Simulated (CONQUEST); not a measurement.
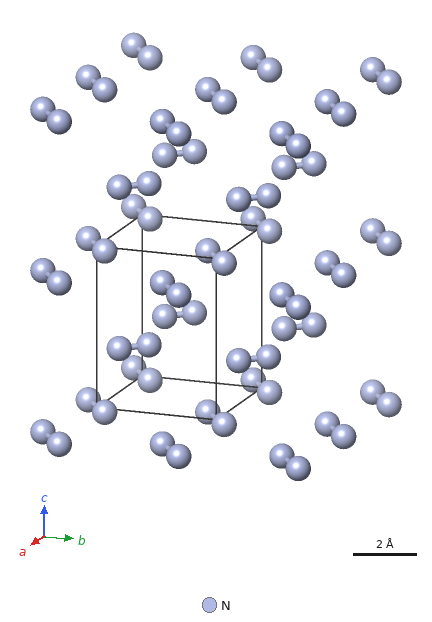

*The structure as given in the input (ball-and-stick view of the cell of the calculation, repeated 2 × 2 × 2, seen slightly off an axis).*

# N: density-of-states run

The run: density-of-states run of N (4 atoms in the cell). Method and program: Kohn-Sham DFT of a periodic cell, PBEsol, PseudoDojo NC PBEsol, no spin polarisation (CONQUEST 1.3).

The structure derives from a Materials Project entry.

### Input
```
IO.Title N
IO.Coordinates coords.dat
IO.FractionalAtomicCoords F
IO.Iprint 2
IO.Iprint_init 1
General.NumberOfSpecies 1
General.PseudopotentialType hamann
AtomMove.TypeOfRun static
AtomMove.FullStress T
Grid.GridCutoff 200
DM.SolutionMethod diagon
Diag.MPMesh T
Diag.GammaCentred T
Diag.MPMeshX 4
Diag.MPMeshY 4
Diag.MPMeshZ 3
Diag.kT 0.00367493
minE.SCTolerance 1e-6
SC.MaxIters 100
IO.AtomChargeOutput T
SC.LateStageReset 10
IO.writeDOS T
IO.write_proj_DOS T
IO.DumpChargeDensity T
IO.DumpTotPot T
%block ChemicalSpeciesLabel
1 14.010 N
%endblock
```

Command:
```bash
Conquest, then PostProcessCQ with the Process lines added to Conquest_input
```

### What the program printed
```
Simulation cell dimensions:     7.7178 a0 x     7.7178 a0 x    10.1023 a0

      Atomic coordinates (a0)
         Atom         X         Y         Z  Species
            1    4.3914    3.1130    5.1542        1
            2    0.7668    0.7945   10.0885        1
            3    3.3312    4.6276    5.2577        1
            4    6.9059    6.8553    0.1949        1

         Monkhorst-Pack mesh:   4 x   4 x   3 gamma-centred
        This calculation includes non-local pseudopotentials,
         with a maximum core radius of      5.48397234

    Job title: N
    Job to be run: static calculation

    Ground state search:
      Support functions represented with PAO basis
      1:1 PAO to SF mapping
      Non-spin-polarised electrons
      Solving for the K matrix using diagonalisation
      Using Fermi-Dirac smearing

    Integration grid size:     60 x   60 x   72

    Integration grid spacing:  0.129 a0 x 0.129 a0 x 0.140 a0

    Number of species:  1
    --------------------------------------------------------
    |   #  mass (au)  Charge (e)  SF Rad (a0)  NSF  Label  |
    --------------------------------------------------------
    |   1     14.010       5.000        5.753   13  N      |
    --------------------------------------------------------
          SCF tolerance:                 0.00000100
          SCF iterations:               100

    LibXC version:  6. 2. 2
    Using the GGA functional Perdew, Burke & Ernzerhof SOL
    Using the GGA functional Perdew, Burke & Ernzerhof SOL

           radial cut-off to be used is taken to be max PAO cut-off radius for this species:    5.483972

           greatest ang. mom. for making density from PAOs:  2
    Minimum blocs/proc is     4050. Maximum blocs/proc is     4050
    set_atom_dens: In set_atomic_density, electrons :      20.000000000000
 matrix_size & matrix_size_padH =           52          52

    Screened ion int: energy:     -30.184718718433 Ha

    new_SC_potl: Starting.  Tolerance:  0.10000E-05

    PulayMixSC: Starting Pulay mixing, A_up =  0.500 A_dn =  0.500
    PulayMixSC: Spin non-polarised calculation.
          Harris-Foulkes Energy            :       -41.240616624397347 Ha
          (TS=0 as O(N) or entropic contribution is negligible)
          DFT Total Energy                 :       -41.174932499620411 Ha
          Total number of electrons        :        19.999999999999634
    PulayMixSC: Pulay iteration     1 residual:              0.10340E-01
          Harris-Foulkes Energy            :       -41.199188807636034 Ha
          (TS=0 as O(N) or entropic contribution is negligible)
          DFT Total Energy                 :       -41.193535728600899 Ha
          Total number of electrons        :        20.000004596430607
    PulayMixSC: Pulay iteration     2 residual:              0.42108E-02
          Harris-Foulkes Energy            :       -41.194626565654659 Ha
          (TS=0 as O(N) or entropic contribution is negligible)
          DFT Total Energy                 :       -41.194352367345942 Ha
          Total number of electrons        :        20.000008549832003
    PulayMixSC: Pulay iteration     3 residual:              0.84726E-03
          Harris-Foulkes Energy            :       -41.194416003127472 Ha
          (TS=0 as O(N) or entropic contribution is negligible)
          DFT Total Energy                 :       -41.194412485945506 Ha
          Total number of electrons        :        20.000009759211078
    PulayMixSC: Pulay iteration     4 residual:              0.52732E-04
          Harris-Foulkes Energy            :       -41.194415666317113 Ha
          (TS=0 as O(N) or entropic contribution is negligible)
          DFT Total Energy                 :       -41.194409774100492 Ha
          Total number of electrons        :        20.000009822482784
    PulayMixSC: Pulay iteration     5 residual:              0.56360E-04
          Harris-Foulkes Energy            :       -41.194414626478313 Ha
          (TS=0 as O(N) or entropic contribution is negligible)
          DFT Total Energy                 :       -41.194414452074398 Ha
          Total number of electrons        :        20.000009851614813
    PulayMixSC: Pulay iteration     6 residual:              0.11659E-04
          Harris-Foulkes Energy            :       -41.194414524868940 Ha
          (TS=0 as O(N) or entropic contribution is negligible)
          DFT Total Energy                 :       -41.194414523697574 Ha
          Total number of electrons        :        20.000009858933819
    PulayMixSC: Pulay iteration     7 residual:              0.26142E-05
          Harris-Foulkes Energy            :       -41.194414524348517 Ha
          (TS=0 as O(N) or entropic contribution is negligible)
          DFT Total Energy                 :       -41.194414523957477 Ha
          Total number of electrons        :        20.000009865669991
    PulayMixSC: Pulay iteration     8 residual:              0.79798E-06
    PulayMixSC: Reached SCF tolerance of  0.79798E-06 after      8 iterations
      | Number of electrons      =        20.000010
      |* band energy as 2Tr[K.H] =       -11.270575302562920 Ha
      |  screened ion-ion energy =       -30.184718718433299 Ha
      |  Ha correction           =        -1.010475063387774 Ha
      |  XC correction           =         1.271353423442696 Ha
      |* Harris-Foulkes energy   =       -41.194414524348517 Ha
      |* DFT total energy        =       -41.194414523957477 Ha
      |  estimated accuracy      =        -0.000000000391040 Ha
    get_E_and_F: Change in energy during last step of electronic optimisation:  0.52042E-09

    BIBLIOGRAPHY: Please consider citing the following references in the conquest.bib file

    CONQUEST:         Bowler2002pt, Miyazaki2004, Nakata2020
    Basis:            Bowler2019
    DM:               Bowler:2006xr
    Pseudopotentials: Hamann2013, Bowler2019
    XC references from LibXC:
```

### File coords.dat
```
    7.7177585993     0.0000000000     0.0000000000
    0.0000000000     7.7177585993     0.0000000000
    0.0000000000     0.0000000000    10.1023119285
4
  4.3914046430   3.1130273909   5.1542399552 1 T T T
  0.7668210589   0.7945200945  10.0884717612 1 T T T
  3.3312470153   4.6276143627   5.2576775270 1 T T T
  6.9058581124   6.8552913581   0.1948634948 1 T T T
```

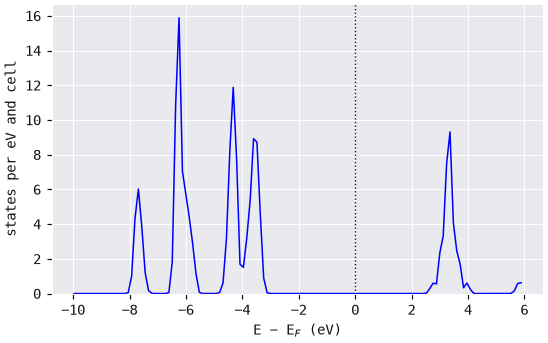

*Density of states from the levels on the mesh of the run, whose fine structure reflects that mesh, with energies from the Fermi level of the run.*

At the top of the window the curve may fall because the computed bands end.

### Key numbers

- outcome: converged
- space group (tolerance 0.01 Å): P1 (1)
- electrons treated: 20
- free energy: −1120.9571 eV
- Fermi energy of the self-consistent step: −6.729 eV
- gap on the k-point mesh: 6.03 eV
- hardware: 1 thread of Intel Xeon @ 2.50GHz (Skylake/Cascade Lake), 16 GiB of memory available, shared host
- wall time: 27 s
- peak memory: 0.56 GiB

### Remarks

Settings chosen away from the usual ones: SC.LateStageReset set to 10.
